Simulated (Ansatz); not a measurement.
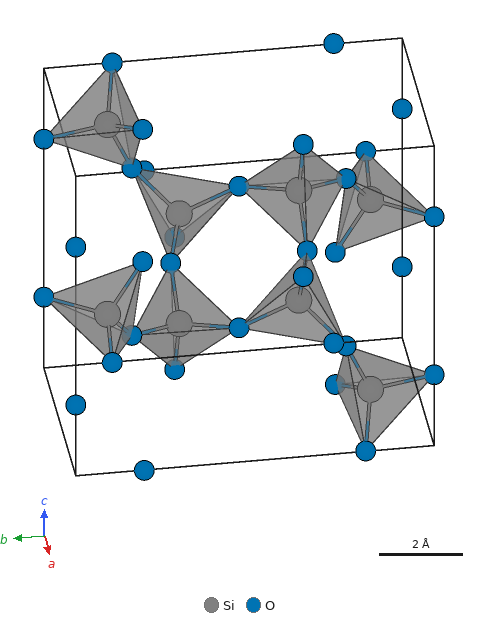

Figure 1. The input geometry (polyhedral view of the cell of the calculation, seen at an oblique angle; polyhedra are completed across the faces of the cell). An atom can appear more than once, as a periodic image.

**Band-structure calculation of SiO$_{2}$ (part 1 of 2)**

System: SiO$_{2}$ (Pnnm, 24 atoms in the cell).
Method: DFT r2SCAN, scalar-relativistic, plane waves, PAW, no spin polarisation (Ansatz 0.2.0).

The structure derives from a Materials Project entry.

### Output
```
scf.n_extra_bands = 60 over 64 filled bands (N_el = 128.0): the run solves 124 bands
Engine: ansatz 0.2.0, x86_64-unknown-linux-gnu
Pseudopotentials: kind: paw
Pseudopotential: Si, paw, valence charge 4, recommended cutoff 500 eV (meta_gga), Si.paw.azcp
Pseudopotential: O, paw, valence charge 6, recommended cutoff 500 eV (meta_gga), O.paw.azcp
Functional definition: r2SCAN
  parameter k0 = 0.174
  parameter k1 = 0.065
  parameter a1 = 4.9479
  exchange = r2scan_x(k0 = k0, k1 = k1, a1 = a1)
  correlation = r2scan_c
Crystal: 24 atoms, lattice volume = 375.820 Å³
Basis set: ecut = 500 eV, 9549 PW (Γ), exchange–correlation on 160×288×256 points (64 copies of the dense FFT grid, shifted against one another)
Bands: 124, of which v1, the nominal top of the filled ones, is band 64 counted from 1 (63 counted from 0)
Symmetry: 8 space group operations
Space group: Pnnm (ITA 58), of the structure as read, at distance tolerance 7.2e-5 Å
k-points: 36 of 96
Non-local potential: Si, projectors of the file, l = 0: 2, l = 1: 2, l = 2: 2
Non-local potential: O, projectors of the file, l = 0: 2, l = 1: 2, l = 2: 1
PAW form: soft (Blöchl's): semilocal exchange-correlation on the pseudo side does not see the compensation charge
PAW frozen core: Si, regenerated for the run's functional (the file was generated under x = pbe(κ = 0.804, μ = 0.2195149727645171), c = pbe(β = 0.06672455060314922))
PAW frozen core: O, regenerated for the run's functional (the file was generated under x = pbe(κ = 0.804, μ = 0.2195149727645171), c = pbe(β = 0.06672455060314922))
PAW one-centre angular grid: Si, 302 points (default); XC on 160 Gauss nodes
PAW one-centre angular grid: O, 302 points (default); XC on 160 Gauss nodes
Initial density: superposition of atomic densities (neutral atoms: chi_scale 0, normalization atom), corrected by the library's trained network
Initial wavefunctions: pseudopotential atomic-orbital guess
Functional: x = r2scan, c = r2scan; τ floored in thin density (d = 2e-4 eV/Å³)
SCF iter   1: F=—  HF=-14239.861365 eV  |F-HF|=—  |Δ(HF+E_count)|=         —  Δρ=6.77e-3  dr2=1.73e-1  dr2_τ=2.13e0  ethr=1.77e-3  ⟨swp⟩=6.0  Hψ=22056  notcnv=0  defer=1148
preconditioner: auto → Resta (q_TF=auto, 2.280 Å⁻¹)  ε∞=2.1  [insulator: Δε(μ)=6.396 eV  Ē_g=20.770 eV  σ=0.020 eV  W_gap=1.00  n_scr=74 (ndim 8)  ℏωp=21.7 eV  f_vac=0.281  D(μ)=0.00/eV (n_scr^D=0)  ε∞_Penn≈2.1]
SCF iter   2: F=—  HF=-14240.532783 eV  |F-HF|=—  |Δ(HF+E_count)|=   6.71e-1  Δρ=4.24e-3  dr2=3.90e-2  dr2_τ=4.42e-3  ethr=1.35e-4  ⟨swp⟩=3.0  Hψ=7818  notcnv=0  defer=1968
SCF iter   3: F=—  HF=-14240.530776 eV  |F-HF|=—  |Δ(HF+E_count)|=   2.01e-3  Δρ=9.17e-4  dr2=2.56e-3  dr2_τ=4.86e-4  ethr=3.05e-5  ⟨swp⟩=2.4  Hψ=4440  notcnv=0  defer=1968
SCF iter   4: F=—  HF=-14240.530726 eV  |F-HF|=—  |Δ(HF+E_count)|=   4.96e-5  Δρ=2.48e-4  dr2=1.36e-4  dr2_τ=2.56e-5  ethr=2.00e-6  ⟨swp⟩=2.0  Hψ=4908  notcnv=0  defer=1968
SCF iter   5: F=—  HF=-14240.530721 eV  |F-HF|=—  |Δ(HF+E_count)|=   5.56e-6  Δρ=7.67e-5  dr2=8.82e-6  dr2_τ=1.84e-6  ethr=1.06e-7  ⟨swp⟩=2.0  Hψ=4474  notcnv=0  defer=1968
SCF iter   6: F=—  HF=-14240.530915 eV  |F-HF|=—  |Δ(HF+E_count)|=   1.94e-4  Δρ=2.31e-5  dr2=1.98e-6  dr2_τ=8.20e-8  ethr=6.89e-9  ⟨swp⟩=2.0  Hψ=5154  notcnv=0  defer=1968
SCF iter   7: F=-14240.530916 eV  HF=-14240.530916 eV  |F-HF|=6.71e-8  |Δ(HF+E_count)|=   6.77e-7  Δρ=2.79e-6  dr2=3.53e-8  dr2_τ=2.09e-9  ethr=7.81e-11  ⟨swp⟩=19.5  Hψ=45520  notcnv=0
SCF 1 converged in 7 iterations: F = -14240.530916 eV  dr2 = 3.53e-8
  greatest PAW one-centre occupation: 0.869 electrons in one spin orbital (limit 2), on the O atom at site 23 (counted from 0), in its partial waves of l = 0
```

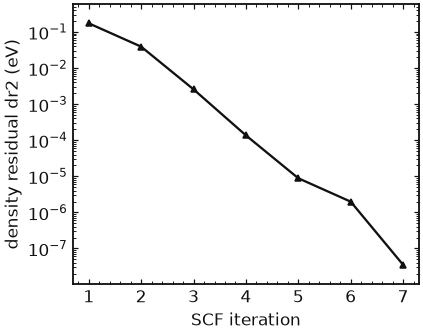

Figure 2. Convergence of the self-consistent field: density residual dr2 against the SCF iteration. The residual falls at every step.

```
NSCF: frozen V_eff on 124 k-points
NSCF: frozen V_eff on 80 k-points
WARN: The input density's exchange-correlation potential varies sharply where the density is thin. Do not read a vacuum level from v_tot or v_xc, or from such a field of the output density. On a cell that repeats whose density bears no net charge and no dipole along the vacuum's axis use v_es (v_loc + v_h of the components); under efield.dipole_correction with no amplitude use v_es + v_field, which holds any external_charges[].barrier, or the levels of the report's work_function block, which leave it out; under a non-zero efield.amplitude the vacuum is tilted and has no level; on a cell that repeats and bears such a dipole with no correction it is tilted too, and efield.dipole_correction with no amplitude gives each side of its ramp a level where efield: is served; in a cell that repeats whose density bears a net charge (total_charge, or a fill off its count) it is curved and has none; of a slab under crystal.periodic whose density bears no net charge use v_es, which has a level on each side, short of where the two are joined; of another it falls or rises all the way out and has none; of a slab beside external_charges read slab_vacuum_level instead, which it has where they leave it neutral. The grid or the basis barely resolves most such structure, and the values can differ between equally converged runs; as a rule a tighter scf.convergence.dr2_threshold does not remove it. Where the density itself ripples (under the LDA too) a higher basis.ecutwfc lessens it. The files hold the spikes' plane waves up to the density's cutoff. Files: v_tot and the like, and their columns of v_z.tsv (output.write_potential); v_xc and the like, and their columns of v_comp_z.tsv (output.write_potential_components); where files of the output density stand in their place, no point of their own thin density is over the threshold below, and this is of outcome.potential() and, of a run that writes arrays (npy), the arrays of these names. Measured: with its Gaussian average of σ = 0.25 Å subtracted twice, the exchange-correlation potential is over 0.1 eV at 70 of the grid points where the equally averaged density (valence and model cores) is under 1e-3 e/Å³, and 3.12 eV at the most among them, at an averaged density of 9.8e-4 e/Å³. See output.write_potential in the manual, Limitations
SCF converged after 7 iterations
Free energy (F): -14240.530916 eV
Harris-Foulkes:  -14240.530916 eV  (|F-HF|=6.71e-8)
Internal energy: -14240.530916 eV  (E = F + TS)
E sigma→0 (E₀):  -14240.530916 eV
Fermi energy:    3.329026 eV
--- Per-component energies (eV) ---
  E_band       = -897.862058
  E_kinetic    = 3241.473788
  E_local      = -10039.871516  (includes V_loc(G=0)·N_el)
  E_nonlocal   = 944.043214
  E_hartree    = 3789.051550
  E_xc         = -1600.047100
  E_vxc        = -2118.781977  (∫ρ·V_xc dr)
  E_paw        = -6735.559969  (= ΣΔE_a)
  E_vpaw       = -636.901244  (= ΣTr[D̂ρ^β])
  E_aug_tail   = 0.016688  (compensation charges beyond the density's cutoff)
  E_vtau       = 134.050666  (kinetic-family band-sum trace: ∫τ·v_τ [+ j·A + Jᵃ·Aᵃ] dr)
  E_ewald      = -3838.515052
  E_core_change = -1.122519  (= ΣΔE_core)
  E_smearing   = -0.000000  (= −TS)
  E_closure    = 0.000000  (closes the sum)
  Σ components = -14240.530916   (vs F -14240.530916, Δ=0.00e0)
--- Forces (eV/Å), atoms counted from 1 ---
  atom   1  Si    -0.00017994    -0.00015170    -0.00025589
  atom   2  Si     0.00017994     0.00015170    -0.00025589
  atom   3  Si    -0.00017994     0.00015170     0.00025589
  atom   4  Si    -0.00017994    -0.00015170     0.00025589
  atom   5  Si     0.00017994     0.00015170     0.00025589
  atom   6  Si    -0.00017994     0.00015170    -0.00025589
  atom   7  Si     0.00017994    -0.00015170     0.00025589
  atom   8  Si     0.00017994    -0.00015170    -0.00025589
  atom   9  O     -0.00005215    -0.00001486     0.00000000
  atom  10  O     -0.00000000     0.00000000     0.00014149
  atom  11  O     -0.00005215     0.00001486     0.00000000
  atom  12  O      0.00005215     0.00001486    -0.00000000
  atom  13  O      0.00019458    -0.00004257     0.00005500
  atom  14  O     -0.00019458     0.00004257     0.00005500
  atom  15  O     -0.00000000    -0.00000000     0.00014149
  atom  16  O      0.00019458     0.00004257     0.00005500
  atom  17  O     -0.00019458    -0.00004257     0.00005500
  atom  18  O      0.00000000     0.00000000    -0.00014149
  atom  19  O     -0.00019458    -0.00004257    -0.00005500
  atom  20  O      0.00019458    -0.00004257    -0.00005500
  atom  21  O      0.00019458     0.00004257    -0.00005500
  atom  22  O      0.00005215    -0.00001486    -0.00000000
  atom  23  O      0.00000000    -0.00000000    -0.00014149
  atom  24  O     -0.00019458     0.00004257    -0.00005500
  max |Σ_I F_I| component: 1.08e-18 eV/Å
--- Stress (GPa, compression-positive) ---
        0.002102       0.000000       0.000000
        0.000000      -0.001600       0.000000
        0.000000       0.000000       0.006162
  P = ⅓ Tr σ = 0.0022 GPa (0.022 kbar)
--- Band table (eV; the first three rows and the last of 36) ---
  k-point 0: bands = ["-20.2269", "-19.7924", "-19.7883", "-19.3600", "-19.3436", "-18.7815", "-18.7767", "-18.2329", "-18.1886", "-18.1762", "-18.1673", "-18.1642", "-18.1611", "-18.1546", "-18.1456", "-18.1433", "-9.3910", "-8.3753", "-8.3558", "-7.2485", "-7.1608", "-6.4209", "-6.1181", "-5.6471", "-5.5898", "-5.5366", "-5.4529", "-5.3099", "-5.2851", "-5.1800", "-4.9924", "-4.9638", "-3.1389", "-3.1071", "-2.7773", "-2.7601", "-2.6454", "-2.5637", "-2.3002", "-2.0924", "-2.0614", "-2.0415", "-1.9097", "-1.7146", "-1.6761", "-1.6533", "-1.6351", "-1.6004", "-1.5070", "-1.4692", "-1.3084", "-1.3044", "-1.2133", "-1.0367", "-0.9186", "-0.7469", "-0.6812", "-0.6772", "-0.6334", "-0.3296", "-0.1992", "-0.0973", "0.0119", "0.1268", "6.4980", "8.9211", "8.9430", "8.9455", "9.2299", "9.7554", "10.2467", "10.4593", "10.4814", "10.5200", "10.8337", "10.8884", "11.1247", "11.1955", "11.2937", "11.3754", "11.4455", "11.4795", "11.5161", "11.9063", "12.5443", "12.5537", "12.7524", "12.7608", "12.9271", "12.9467", "12.9739", "13.1332", "13.3015", "13.5803", "13.6062", "13.7192", "14.0864", "14.0999", "14.3568", "14.4826", "14.5173", "14.6129", "14.7177", "14.8165", "15.1719", "15.4604", "15.9503", "15.9878", "16.0062", "16.2054", "16.2313", "16.6193", "16.6933", "16.7716", "17.2817", "17.3375", "17.5115", "17.8875", "17.9234", "18.1412", "18.2056", "18.2222", "18.2251", "18.3462"]
  k-point 1: bands = ["-20.1855", "-19.9003", "-19.7486", "-19.4519", "-19.2292", "-18.8427", "-18.6511", "-18.2438", "-18.2226", "-18.1914", "-18.1678", "-18.1615", "-18.1578", "-18.1573", "-18.1483", "-18.1457", "-9.2789", "-8.5914", "-8.2442", "-7.5168", "-6.9623", "-6.2818", "-6.1941", "-5.6626", "-5.5597", "-5.4586", "-5.4290", "-5.3160", "-5.2627", "-5.2138", "-5.0673", "-5.0186", "-3.1220", "-3.1030", "-2.6532", "-2.6458", "-2.6254", "-2.5718", "-2.2818", "-2.1375", "-2.1286", "-2.0171", "-1.8885", "-1.8885", "-1.7319", "-1.7133", "-1.6602", "-1.5931", "-1.5690", "-1.4294", "-1.4069", "-1.3270", "-1.1260", "-0.9339", "-0.8917", "-0.8233", "-0.6230", "-0.5942", "-0.5576", "-0.3604", "-0.2293", "-0.0650", "-0.0364", "0.0913", "6.7166", "8.1115", "9.0687", "9.1174", "9.5779", "9.8864", "9.9997", "10.3608", "10.4353", "10.4620", "10.6844", "11.0760", "11.2119", "11.2372", "11.3810", "11.4557", "11.5363", "11.6395", "11.6474", "12.0713", "12.3720", "12.5536", "12.5996", "12.7481", "12.7590", "12.8554", "13.0541", "13.0810", "13.1970", "13.4279", "13.6700", "13.9509", "13.9854", "14.0437", "14.3191", "14.3441", "14.5930", "14.7334", "14.7742", "14.9427", "15.2028", "15.4503", "15.9198", "15.9306", "15.9395", "16.1270", "16.3094", "16.3806", "16.7451", "17.0412", "17.1829", "17.2292", "17.3219", "17.4445", "17.5105", "17.6952", "17.9162", "18.2783", "18.2881", "18.5302"]
```
